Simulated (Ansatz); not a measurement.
Geometry relaxation of WSi6 (part 2 of 3)

The same run, continued: WSi6 (slab, 7 atoms in the cell); DFT PBEsol, scalar-relativistic, plane waves, PAW, spin-polarised (Ansatz 0.2.0); cutoff 420 eV, 8×8×1 k-mesh, Gaussian smearing of 0.05 eV, collinear spins. The structure derives from an entry of the Crystallography Open Database. The input holds or restrains some coordinates. Forces given for the steps count only the free coordinates. It belongs to a series of runs on one base structure; here: W over the place (0/6, 2/6) of the surface cell, its height relaxed.

Geometry of the input (Å; fractional positions):
```
3.8417  0.0000  0.0000
0.0000  3.8417  0.0000
0.0000  0.0000  25.7913
Si 0.0000  0.5000  0.3296
Si 0.0000  0.0000  0.3822
Si 0.5000  0.0000  0.4349
Si 0.5000  0.5000  0.4873
Si 0.0000  0.5000  0.5400
Si 0.0000  0.0000  0.5916
W  0.0000  0.3333  0.6855
```

### What the program printed, continued
```
relax step   4: F+E_penalty+E_count = -13976.12463636 eV  Δ(F+E_penalty+E_count) = -4.545e-2 eV  max|allowed force component| = 5.779e-1 eV/Å  Δτ_max = 0.1950 Å  (9 SCF iters, dr2 threshold 1.00e-4 eV, accepted)
efield: sawtooth ramp at fractional position 0.9875 (handed on by an earlier solve), width 0.0400; the density the first Hamiltonian is built on has a dipole p = 0.103 e·Å; the dipole correction subtracts the counter field D = 4.91e-2 V/Å, which shifts the + side's vacuum level by -1.27 eV against the − side's; the planar-averaged density in the ramp window peaks in size at 8.6e-7 e/Å³
preconditioner: auto → LDOS  [metal: Δε(μ)=0.008 eV  Ē_g=6.210 eV  σ=0.050 eV  W_gap=0.09  n_scr=42 (ndim 8)  ℏωp=10.4 eV  f_vac=0.504  D(μ)=3.64/eV (n_scr^D=10)]
spin=Collinear: LDOS preconditioning applied to the charge; magnetization (m = ρ↑ − ρ↓) channel mixes plain (no charge-response kernel on spin).
density mixer auto → msr1: a metal under ldos (density of states about μ 1.15 of a free-electron gas's, 42 screened modes)
SCF 5 converged in 6 iterations: F = -13976.143418 eV  dr2 = 5.03e-6
relax step   5: F+E_penalty+E_count = -13976.14341800 eV  Δ(F+E_penalty+E_count) = -1.878e-2 eV  max|allowed force component| = 3.757e-2 eV/Å  Δτ_max = 0.0616 Å  (6 SCF iters, dr2 threshold 9.45e-5 eV, accepted)
efield: sawtooth ramp at fractional position 0.9875 (handed on by an earlier solve), width 0.0400; the density the first Hamiltonian is built on has a dipole p = 0.107 e·Å; the dipole correction subtracts the counter field D = 5.10e-2 V/Å, which shifts the + side's vacuum level by -1.32 eV against the − side's; the planar-averaged density in the ramp window peaks in size at 8.5e-7 e/Å³
preconditioner: auto → LDOS  [metal: Δε(μ)=0.020 eV  Ē_g=6.226 eV  σ=0.050 eV  W_gap=0.22  n_scr=34 (ndim 8)  ℏωp=10.4 eV  f_vac=0.504  D(μ)=4.17/eV (n_scr^D=10)]
spin=Collinear: LDOS preconditioning applied to the charge; magnetization (m = ρ↑ − ρ↓) channel mixes plain (no charge-response kernel on spin).
density mixer auto → msr1: a metal under ldos (density of states about μ 1.17 of a free-electron gas's, 42 screened modes)
SCF 6 converged in 7 iterations: F = -13976.143425 eV  dr2 = 6.03e-8
relax step   6: F+E_penalty+E_count = -13976.14342521 eV  Δ(F+E_penalty+E_count) = -7.211e-6 eV  max|allowed force component| = 4.014e-2 eV/Å  Δτ_max = 0.0000 Å  (7 SCF iters, accepted)
SCF iter   1: F=—  HF=-13976.143565 eV  |F-HF|=—  |Δ(HF+E_count)|=         —  Δρ=3.21e-4 (↑3.21e-4 ↓2.95e-4)  dr2=1.79e-4  dr2_m=3.11e-4  M=3.438 μB ∫|m|=3.700 μB  β_m=1.00  ethr=7.02e-6  p=0.108 e·Å  D=5.12e-2 V/Å  ΔV_dip=-1.32 eV  dr2_dipole=5.66e-6  V_vac-E_F(+/−)=4.19/5.52 eV  ⟨swp⟩=2.3  Hψ=2945  notcnv=0  defer=78
efield: sawtooth ramp at fractional position 0.9875 (handed on by an earlier solve), width 0.0400; the density the first Hamiltonian is built on has a dipole p = 0.108 e·Å; the dipole correction subtracts the counter field D = 5.12e-2 V/Å, which shifts the + side's vacuum level by -1.32 eV against the − side's; the planar-averaged density in the ramp window peaks in size at 8.5e-7 e/Å³
preconditioner: auto → LDOS  [metal: Δε(μ)=0.020 eV  Ē_g=6.224 eV  σ=0.050 eV  W_gap=0.22  n_scr=34 (ndim 8)  ℏωp=10.4 eV  f_vac=0.504  D(μ)=4.19/eV (n_scr^D=10)]
spin=Collinear: LDOS preconditioning applied to the charge; magnetization (m = ρ↑ − ρ↓) channel mixes plain (no charge-response kernel on spin).
SCF iter   2: F=—  HF=-13976.143551 eV  |F-HF|=—  |Δ(HF+E_count)|=         —  Δρ=7.53e-5 (↑7.53e-5 ↓5.93e-5)  dr2=1.20e-4  dr2_m=5.81e-6  M=3.442 μB ∫|m|=3.705 μB  β_m=0.30  ethr=4.72e-7  p=0.108 e·Å  D=5.13e-2 V/Å  ΔV_dip=-1.32 eV  dr2_dipole=2.03e-5  V_vac-E_F(+/−)=4.19/5.52 eV  ⟨swp⟩=2.0  Hψ=2565  notcnv=0  defer=78
Mixer restart at iter 2: flushing history
density mixer auto → msr1: a metal under ldos (density of states about μ 1.16 of a free-electron gas's, 42 screened modes)
SCF iter   3: F=—  HF=-13976.143529 eV  |F-HF|=—  |Δ(HF+E_count)|=   2.25e-5  Δρ=5.00e-5 (↑5.00e-5 ↓3.53e-5)  dr2=3.69e-5  dr2_m=2.12e-6  M=3.441 μB ∫|m|=3.705 μB  β_m=0.51  ethr=3.16e-7  p=0.108 e·Å  D=5.13e-2 V/Å  ΔV_dip=-1.32 eV  dr2_dipole=2.48e-6  V_vac-E_F(+/−)=4.19/5.52 eV  ⟨swp⟩=1.0  Hψ=1400  notcnv=0  defer=78
SCF iter   4: F=—  HF=-13976.143519 eV  |F-HF|=—  |Δ(HF+E_count)|=   1.01e-5  Δρ=1.17e-5 (↑1.17e-5 ↓1.02e-5)  dr2=9.23e-7  dr2_m=2.06e-7  M=3.441 μB ∫|m|=3.704 μB  β_m=0.59  ethr=9.71e-8  p=0.108 e·Å  D=5.13e-2 V/Å  ΔV_dip=-1.32 eV  dr2_dipole=2.14e-7  V_vac-E_F(+/−)=4.19/5.52 eV  ⟨swp⟩=2.2  Hψ=1808  notcnv=0  defer=78
SCF iter   5: F=—  HF=-13976.143520 eV  |F-HF|=—  |Δ(HF+E_count)|=   1.19e-6  Δρ=5.07e-6 (↑4.48e-6 ↓5.07e-6)  dr2=2.03e-7  dr2_m=5.22e-8  M=3.441 μB ∫|m|=3.704 μB  β_m=0.70  ethr=2.43e-9  p=0.108 e·Å  D=5.14e-2 V/Å  ΔV_dip=-1.33 eV  dr2_dipole=7.18e-8  V_vac-E_F(+/−)=4.19/5.52 eV  ⟨swp⟩=2.0  Hψ=2275  notcnv=0  defer=78
SCF iter   6: F=—  HF=-13976.143520 eV  |F-HF|=—  |Δ(HF+E_count)|=   3.48e-7  Δρ=1.69e-6 (↑1.69e-6 ↓1.50e-6)  dr2=3.24e-8  dr2_m=6.50e-9  M=3.441 μB ∫|m|=3.704 μB  β_m=0.79  ethr=5.34e-10  p=0.108 e·Å  D=5.14e-2 V/Å  ΔV_dip=-1.33 eV  dr2_dipole=3.52e-11  V_vac-E_F(+/−)=4.19/5.52 eV  ⟨swp⟩=2.3  Hψ=2056  notcnv=0  defer=78
SCF iter   7: F=-13976.143520 eV  HF=-13976.143520 eV  |F-HF|=3.47e-8  |Δ(HF+E_count)|=   3.43e-8  Δρ=8.18e-7 (↑8.18e-7 ↓3.82e-7)  dr2=3.02e-8  dr2_m=7.20e-10  M=3.441 μB ∫|m|=3.704 μB  ethr=8.54e-11  p=0.108 e·Å  D=5.14e-2 V/Å  ΔV_dip=-1.33 eV  dr2_dipole=1.26e-8  V_vac-E_F(+/−)=4.19/5.52 eV  ⟨swp⟩=13.1  Hψ=10664  notcnv=0
SCF 7 converged in 7 iterations: F = -13976.143520 eV  dr2 = 3.02e-8
relax step   7: F+E_penalty+E_count = -13976.14352005 eV  Δ(F+E_penalty+E_count) = -9.484e-5 eV  max|allowed force component| = 3.905e-3 eV/Å  Δτ_max = 0.0052 Å  (7 SCF iters, accepted)
```

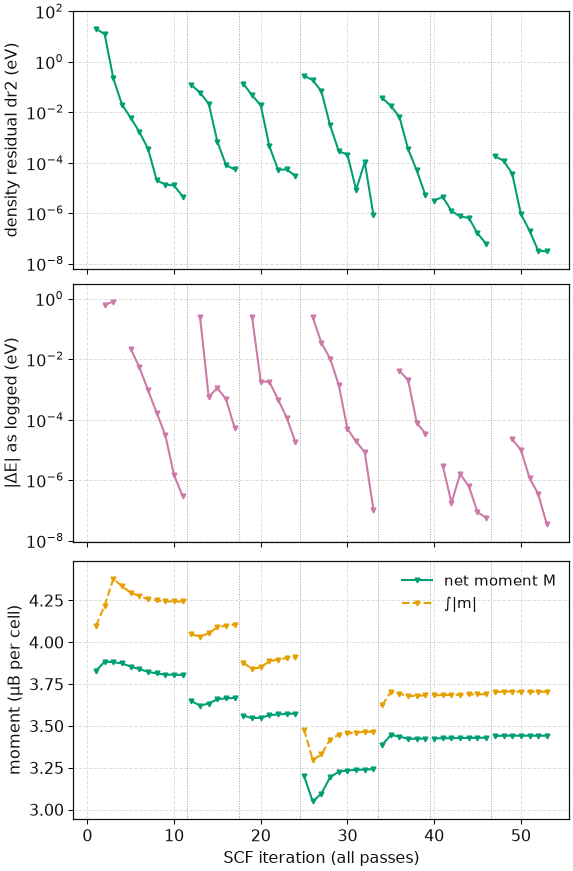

Figure 1. Convergence of the self-consistent field: density residual dr2, size of the energy change and magnetic moment against the SCF iteration. The dotted lines part the SCF passes of the relaxation: geometry steps, rejected trials and re-solves on a re-selected basis. The 7 passes take 6 to 11 iterations each, 53 in all. The net moment goes from 3.8 to 3.4 μB per cell.

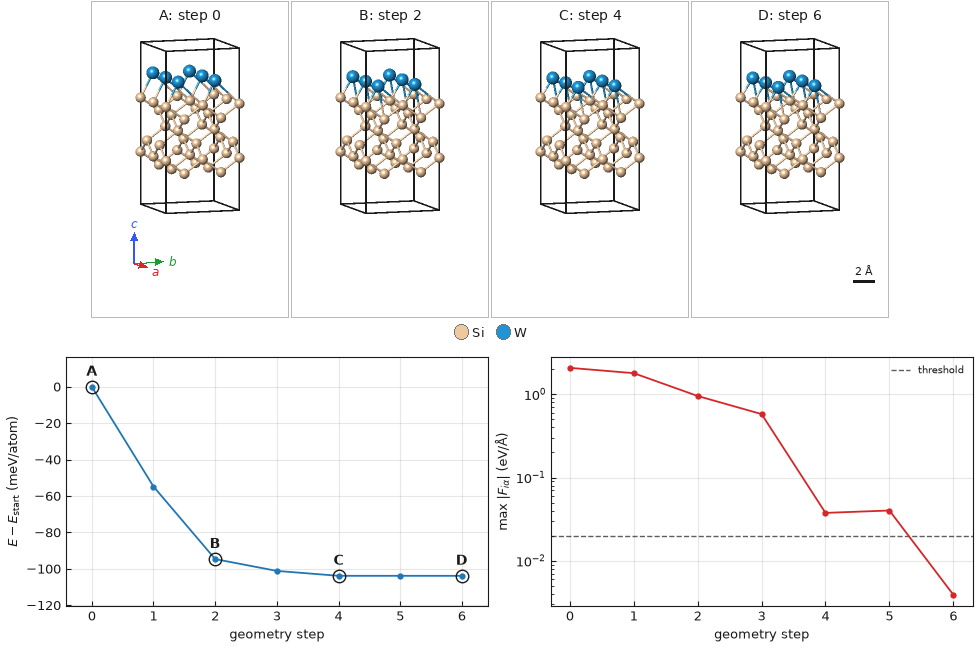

Figure 2. Frames of the restrained relaxation (ball-and-stick view of the 2 × 2 repeat of the cell, with the vacuum cut short, seen slightly off an axis) above the curves, on which the letters mark them (the first geometry is step 0 here and step 1 in the log).

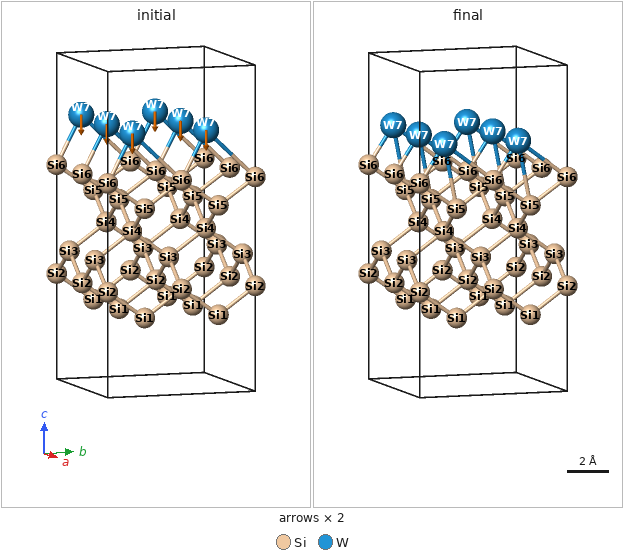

Figure 3. Before (left) and after (right) the restrained relaxation, at one scale (ball-and-stick view of the 2 × 2 repeat of the cell, with the vacuum cut short, seen slightly off an axis). The orange arrows give the displacements, magnified 2 times. W7 moves most: 0.52 Å. Si stays in place. The lattice vectors keep their values. Among the contacts that change: Si5–W7 3.806 → 3.296 Å, Si6–W7 2.738 → 2.293 Å. Among the angles that change: W7–Si6–W7 74.5° → 87.4°, Si6–W7–Si6 74.5° → 87.4°, Si5–Si6–W7 171.4° → 178.1°. The energy falls by 104 meV per atom in 6 geometry steps. Largest force component: 2.1 eV/Å at the start, 0.0039 eV/Å at the end. (Atoms are counted from 1 in the order of the input.)

```
WARN: The output density's exchange-correlation potential varies sharply where the density is thin. Do not read a vacuum level from v_tot or v_xc, or from such a field of the output density. On a cell that repeats whose density bears no net charge and no dipole along the vacuum's axis use v_es (v_loc + v_h of the components); under efield.dipole_correction with no amplitude use v_es + v_field, which holds any external_charges[].barrier, or the levels of the report's work_function block, which leave it out; under a non-zero efield.amplitude the vacuum is tilted and has no level; on a cell that repeats and bears such a dipole with no correction it is tilted too, and efield.dipole_correction with no amplitude gives each side of its ramp a level where efield: is served; in a cell that repeats whose density bears a net charge (total_charge, or a fill off its count) it is curved and has none; of a slab under crystal.periodic whose density bears no net charge use v_es, which has a level on each side, short of where the two are joined; of another it falls or rises all the way out and has none; of a slab beside external_charges read slab_vacuum_level instead, which it has where they leave it neutral. The grid or the basis barely resolves most such structure, and the values can differ between equally converged runs; as a rule a tighter scf.convergence.dr2_threshold does not remove it. Where the density itself ripples (under the LDA too) a higher basis.ecutwfc lessens it. The files hold the spikes' plane waves up to the density's cutoff. Files: v_tot_of_output_density and the like, and their columns of v_z.tsv (output.write_potential); v_xc_of_output_density and the like, and their columns of v_comp_z.tsv (output.write_potential_components). Measured: with its Gaussian average of σ = 0.25 Å subtracted twice, the exchange-correlation potential is over 0.1 eV at 19 of the grid points where the equally averaged density (valence and model cores) is under 1e-3 e/Å³, and 0.190 eV at the most among them, at an averaged density of 3.9e-9 e/Å³. The input density's (outcome.potential() and, of a run that writes arrays, v_tot and v_xc) is over 0.1 eV, so measured, at 26 points of its own thin density, 0.376 eV at the most. See output.write_potential in the manual, Limitations
SCF converged after 7 iterations
Magnetization: 3.4407 μB (20.7203 up, 17.2797 down)
Absolute magnetization: 3.7060 μB (∫|ρ↑−ρ↓|, with the PAW one-centre terms)
Spin contamination: 0.1777 ħ² per cell (⟨S²⟩ above its minimum at these occupations)
Per-site moments (μB) at R_I (Å): [(-0.01300156980924668, 0.9704316149709971), (0.0016416467914595267, 0.9704316149709971), (-0.000581317763828799, 0.9685416405328042), (0.009211996104882434, 0.9685416405328042), (0.049380290653350506, 0.9641614138988636), (-0.014420102096387619, 0.9457777890402053), (1.6608188527041807, 0.9457777890402053)]
Free energy (F): -13976.143520 eV
Harris-Foulkes:  -13976.143520 eV  (|F-HF|=3.47e-8)
Internal energy: -13976.138250 eV  (E = F + TS)
E sigma→0 (E₀):  -13976.140885 eV
Entropy (-TS):   -0.005270 eV (-0.753 meV/atom)
Fermi energy:    -0.179706 eV
Dipole field:    D = 0.051307 V/Å  (p = 0.107929 e·Å, saw-weighted, corrected)
Work function:   Φ+ = 4.1916 eV   Φ− = 5.5149 eV
Levels:          The Fermi level and band energies are counted from a zero that moves with the ramp; work functions are not
--- Per-component energies (eV) ---
  E_band       = -506.074210
  E_kinetic    = 679.248997
  E_local      = -14379.502053  (includes V_loc(G=0)·N_el)
  E_nonlocal   = 164.989131
  E_hartree    = 6839.851608
  E_xc         = -583.563676
  E_vxc        = -506.746360  (∫ρ·V_xc dr)
  E_paw        = -11429.849392  (= ΣΔE_a)
  E_vpaw       = -142.316587  (= ΣTr[D̂ρ^β])
  E_aug_tail   = -0.000026  (compensation charges beyond the density's cutoff)
  E_efield     = 0.002769  (sawtooth field / dipole correction)
  E_vefield    = -1.439388  (∫n·V_field dr)
  E_ewald      = 4732.273236
  E_core_change = 0.411156  (= ΣΔE_core)
  E_smearing   = -0.005270  (= −TS)
  E_closure    = -0.000000  (closes the sum)
  Σ components = -13976.143520   (vs F -13976.143520, Δ=0.00e0)
--- Forces (eV/Å), atoms counted from 1 ---
  atom   1  Si     0.00000000     0.01961559     0.04166185
  atom   2  Si     0.00000000    -0.02409469     0.00188896
  atom   3  Si     0.00000000     0.01358962    -0.05841573
  atom   4  Si     0.00000000     0.06411163    -0.06792001
  atom   5  Si     0.00000000     0.07604457     0.07542548
  atom   6  Si     0.00000000    -1.11039709     0.01133651
  atom   7  W      0.00000000     0.96114155    -0.00390531
  max |Σ_I F_I| component: 7.18e-5 eV/Å
--- Band table (eV; the first three rows and the last of 50) ---
  k-point 0 ↑: bands = ["-74.5333", "-39.0015", "-38.9173", "-38.8918", "-11.8063", "-10.6404", "-8.9275", "-6.8045", "-4.7324", "-3.2564", "-2.8722", "-2.7015", "-2.2391", "-2.0778", "-1.6381", "-1.2565", "-1.1973", "-0.8410", "-0.4854", "-0.1688", "-0.0939", "0.3801", "0.8431", "1.1198", "1.5922", "2.0371", "2.3177", "2.6051"]
  k-point 1 ↑: bands = ["-74.5333", "-39.0029", "-38.9188", "-38.8916", "-11.6728", "-10.5146", "-8.7943", "-6.8364", "-4.7871", "-3.9174", "-3.0765", "-2.7846", "-2.6014", "-2.1362", "-1.6171", "-1.5699", "-1.1251", "-0.9061", "-0.8322", "-0.2037", "-0.1238", "0.8328", "1.1572", "1.7139", "1.7604", "2.5226", "2.5727", "2.7369"]
```
